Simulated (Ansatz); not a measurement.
Single-point calculation, with input and output: NbN (part 1 of 3)

- system: NbN (Fm-3m, 4 atoms in the cell)
- method: DFT LDA+U+J, spin-orbit coupling, plane waves, PAW, U = 4 eV, J = 0.5 eV on Nb atom 1 d; U = 4 eV, J = 0.5 eV on Nb atom 3 d (Ansatz 0.2.0)

The structure derives from an entry of the Crystallography Open Database. The run did not end well. It belongs to a series of runs on one base structure; here: canted directions free. Figures and captions count atoms from 1; the log counts them from 0 in places.

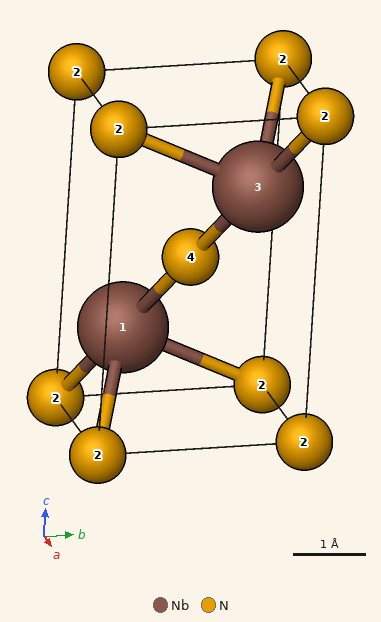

Fig. 1: The input geometry (ball-and-stick view of the reduced cell, seen slightly off an axis; atoms are numbered from 1 in the order of the input).

**What the run reported**

- outcome: stopped at the time limit
- space group (tolerance 0.01 Å): Fm-3m (225)
- electrons treated: 36
- free energy: −9631.5267 eV
- Fermi energy: 20.469 eV
- net moment of the cell: 0.00 μB
- integrated absolute moment: 0.00 μB
- pressure: −5.11 GPa
- largest force (length of the vector): under 0.001 eV/Å
- hardware: 2 threads of AMD EPYC (Zen 5), 16 GiB of memory available, shared host
- wall time: 4.2 min (CPU time 8.3 min)
- peak memory: 2.6 GiB

**Diagnosis**

The run was cut off by its time limit, so the output is incomplete. The program warns: some starting moments were not kept; the typed occupations were not kept; the SCF threshold is looser than advised for the printed stress.

**Input**
```yaml
crystal:
  lattice:
    - [0.0, 2.19450073, 2.19450073]
    - [2.19450073, 0.0, 2.19450073]
    - [4.38900146, 4.38900146, 0.0]
  atoms:
    - { symbol: Nb, position: [0.5, 0.5, 0.25], spin: 2.0, spin_axis: [0.0, 0.0, 1.0] }
    - { symbol: "N", position: [0.0, 0.0, 0.0] }
    - { symbol: Nb, position: [0.5, 0.5, 0.75], spin: 2.0, spin_axis: [0.866025, 0.0, -0.5] }
    - { symbol: "N", position: [0.0, 0.0, 0.5] }
basis:
  ecutwfc: 420
  ecutrho_ratio: 4
kpoints:
  mp_grid: { grid: [7, 7, 7] }
hamiltonian:
  xc: lda
  hubbard:
    sites:
      - { site: 0, l: d, u: 4.0, j: 0.5, starting_ns: [{ occupation_matrix: s0 }] }
      - { site: 2, l: d, u: 4.0, j: 0.5, starting_ns: [{ occupation_matrix: s2 }] }
    occupation_matrices:
      s0:
        spinor_matrix:
          - [[0.02, 0.0], [-0.00052, 0.0], [-0.00094, 0.0], [0.0, 0.0], [0.00156, 0.0], [0.0, 0.0], [0.0, 0.0], [0.0, 0.0], [0.0, 0.0], [0.0, 0.0]]
          - [[-0.00052, 0.0], [0.63051, 0.0], [-0.3303, 0.0], [-0.00143, 0.0], [-0.31331, 0.0], [0.0, 0.0], [0.0, 0.0], [0.0, 0.0], [0.0, 0.0], [0.0, 0.0]]
          - [[-0.00094, 0.0], [-0.3303, 0.0], [0.64864, 0.0], [0.00122, 0.0], [-0.30483, 0.0], [0.0, 0.0], [0.0, 0.0], [0.0, 0.0], [0.0, 0.0], [0.0, 0.0]]
          - [[0.0, 0.0], [-0.00143, 0.0], [0.00122, 0.0], [0.02, 0.0], [0.00026, 0.0], [0.0, 0.0], [0.0, 0.0], [0.0, 0.0], [0.0, 0.0], [0.0, 0.0]]
          - [[0.00156, 0.0], [-0.31331, 0.0], [-0.30483, 0.0], [0.00026, 0.0], [0.68084, 0.0], [0.0, 0.0], [0.0, 0.0], [0.0, 0.0], [0.0, 0.0], [0.0, 0.0]]
          - [[0.0, 0.0], [0.0, 0.0], [0.0, 0.0], [0.0, 0.0], [0.0, 0.0], [0.02, 0.0], [0.0, 0.0], [0.0, 0.0], [0.0, 0.0], [0.0, 0.0]]
          - [[0.0, 0.0], [0.0, 0.0], [0.0, 0.0], [0.0, 0.0], [0.0, 0.0], [0.0, 0.0], [0.02, 0.0], [0.0, 0.0], [0.0, 0.0], [0.0, 0.0]]
          - [[0.0, 0.0], [0.0, 0.0], [0.0, 0.0], [0.0, 0.0], [0.0, 0.0], [0.0, 0.0], [0.0, 0.0], [0.02, 0.0], [0.0, 0.0], [0.0, 0.0]]
          - [[0.0, 0.0], [0.0, 0.0], [0.0, 0.0], [0.0, 0.0], [0.0, 0.0], [0.0, 0.0], [0.0, 0.0], [0.0, 0.0], [0.02, 0.0], [0.0, 0.0]]
          - [[0.0, 0.0], [0.0, 0.0], [0.0, 0.0], [0.0, 0.0], [0.0, 0.0], [0.0, 0.0], [0.0, 0.0], [0.0, 0.0], [0.0, 0.0], [0.02, 0.0]]
      s2:
        spinor_matrix:
          - [[0.02, 0.0], [-0.00013, 0.0], [-0.00024, 0.0], [0.0, 0.0], [0.00039, 0.0], [0.0, 0.0], [-0.00023, 0.0], [-0.00041, 0.0], [0.0, 0.0], [0.00068, 0.0]]
          - [[-0.00013, 0.0], [0.17263, 0.0], [-0.08257, 0.0], [-0.00036, 0.0], [-0.07833, 0.0], [-0.00023, 0.0], [0.26436, 0.0], [-0.14302, 0.0], [-0.00062, 0.0], [-0.13567, 0.0]]
          - [[-0.00024, 0.0], [-0.08257, 0.0], [0.17716, 0.0], [0.00031, 0.0], [-0.07621, 0.0], [-0.00041, 0.0], [-0.14302, 0.0], [0.27221, 0.0], [0.00053, 0.0], [-0.13199, 0.0]]
          - [[0.0, 0.0], [-0.00036, 0.0], [0.00031, 0.0], [0.02, 0.0], [6.0e-05, 0.0], [0.0, 0.0], [-0.00062, 0.0], [0.00053, 0.0], [0.0, 0.0], [0.00011, 0.0]]
          - [[0.00039, 0.0], [-0.07833, 0.0], [-0.07621, 0.0], [6.0e-05, 0.0], [0.18521, 0.0], [0.00068, 0.0], [-0.13567, 0.0], [-0.13199, 0.0], [0.00011, 0.0], [0.28615, 0.0]]
          - [[0.0, 0.0], [-0.00023, 0.0], [-0.00041, 0.0], [0.0, 0.0], [0.00068, 0.0], [0.02, 0.0], [-0.00039, 0.0], [-0.00071, 0.0], [0.0, 0.0], [0.00117, 0.0]]
          - [[-0.00023, 0.0], [0.26436, 0.0], [-0.14302, 0.0], [-0.00062, 0.0], [-0.13567, 0.0], [-0.00039, 0.0], [0.47788, 0.0], [-0.24772, 0.0], [-0.00107, 0.0], [-0.23498, 0.0]]
          - [[-0.00041, 0.0], [-0.14302, 0.0], [0.27221, 0.0], [0.00053, 0.0], [-0.13199, 0.0], [-0.00071, 0.0], [-0.24772, 0.0], [0.49148, 0.0], [0.00092, 0.0], [-0.22862, 0.0]]
          - [[0.0, 0.0], [-0.00062, 0.0], [0.00053, 0.0], [0.0, 0.0], [0.00011, 0.0], [0.0, 0.0], [-0.00107, 0.0], [0.00092, 0.0], [0.02, 0.0], [0.00019, 0.0]]
          - [[0.00068, 0.0], [-0.13567, 0.0], [-0.13199, 0.0], [0.00011, 0.0], [0.28615, 0.0], [0.00117, 0.0], [-0.23498, 0.0], [-0.22862, 0.0], [0.00019, 0.0], [0.51563, 0.0]]
    ns_hold: { iters: 8 }
scf:
  occupations: { method: gaussian, width: 0.05 }
  lower_state_search: "off"
  max_iter: 150
output:
  forces: true
  stress: true
  eigenvalues: true
  populations: true
  hubbard: { sites: [{ site: 0, l: d }, { site: 2, l: d }] }
  write_density: true
  write_potential: true
  elf: true
  volumetric_format: npy
magnetization:
  noncollinear: true
  spin_orbit: true
```

Launch command:
```bash
ansatz run input.yaml --threads 2 --pin off --max-ram 3072MiB --backend cpu --events-out ev --progress --plain --runs-dir out
```

**The program's output**
```
Warning: output.stress: scf.convergence.dr2_threshold = 1e-7 eV (the SCF's general default) is looser than the 4e-10 eV advised for a printed stress (1e-10 eV for each atom of the cell: 4). What an SCF threshold leaves in a stress goes as its square root, and in the free energy as the threshold itself, and one threshold admits the most on a small cell: of the crystals measured, under no hybrid functional and no lock of the moments, on runs that ended without the residual-converged pass, on stresses that held no estimate of that error, the worst erred by over 100 MPa in a component at 1e-7 eV an atom and by under 5 at 1e-10. Set scf.convergence.dr2_threshold to 4e-10 eV or tighter. The threshold is an SCF's pass mark: one that does not reach it within its budget of iterations ends unconverged, or closes short of it on a stop that the run arms, and scf.convergence.dr2_threshold's page says what that costs each kind of run
Nb: projections on atomic orbitals take those of the free atom [Ar 3d10] 4s2 4p6 4d4 5s1, of charge +0.00 (hamiltonian.pseudopotentials.projection_atoms); the dataset's partial waves leave at most 2.8e-8 of an orbital's norm unspanned inside its sphere
N: projections on atomic orbitals take those of the free atom [He] 2s2 2p3, of charge +0.00 (hamiltonian.pseudopotentials.projection_atoms); the dataset's partial waves leave at most 3.0e-12 of an orbital's norm unspanned inside its sphere
Engine: ansatz 0.2.0, x86_64-unknown-linux-gnu
Pseudopotentials: kind: paw_fr
Pseudopotential: Nb, paw_fr, valence charge 13, recommended cutoff 420 eV (normal), Nb.paw.azcp#standard-fr
Pseudopotential: N, paw_fr, valence charge 5, recommended cutoff 420 eV (normal), N.paw.azcp#standard-fr
Functional definition: SPW92
  exchange = slater_x
  correlation = pw_c
Crystal: 4 atoms, lattice volume = 42.273 Å³
Basis set: ecut = 420 eV, 821 PW (Γ)
Bands: 44, of which v1, the nominal top of the filled ones, is band 36 counted from 1 (35 counted from 0)
Symmetry: 2 space group operations
Magnetic group: BNS 2.4 (UNI 4), of the structure as read, at distance tolerance 3.5e-5 Å
k-points: 172 of 343
Projection manifold: j_resolved (fully-relativistic pseudo-atomic orbitals)
Non-local potential: Nb, projectors of the file, l = 0: 3, l = 1: 4, l = 2: 4, l = 3: 2
Non-local potential: N, projectors of the file, l = 0: 2, l = 1: 4, l = 2: 2
PAW form: soft (Blöchl's): semilocal exchange-correlation on the pseudo side does not see the compensation charge
PAW frozen core: Nb, regenerated for the run's functional, and the local potential with it (the file was generated under x = pbe(κ = 0.804, μ = 0.2195149727645171), c = pbe(β = 0.06672455060314922))
PAW frozen core: N, regenerated for the run's functional, and the local potential with it (the file was generated under x = pbe(κ = 0.804, μ = 0.2195149727645171), c = pbe(β = 0.06672455060314922))
PAW one-centre angular grid: Nb, 590 points (default); XC on 64 Gauss nodes
PAW one-centre angular grid: N, 110 points (default); XC on 64 Gauss nodes
Initial density: superposition of atomic densities (chi_scale 0.1, normalization cell, long waves kept (reshape's long-wave potential 0.00 eV rms))
Starting moments: Σ|m| = 4 μB on 2 of 4 sites
Initial wavefunctions: pseudopotential atomic-orbital guess
Functional: x = slater, c = lda
```
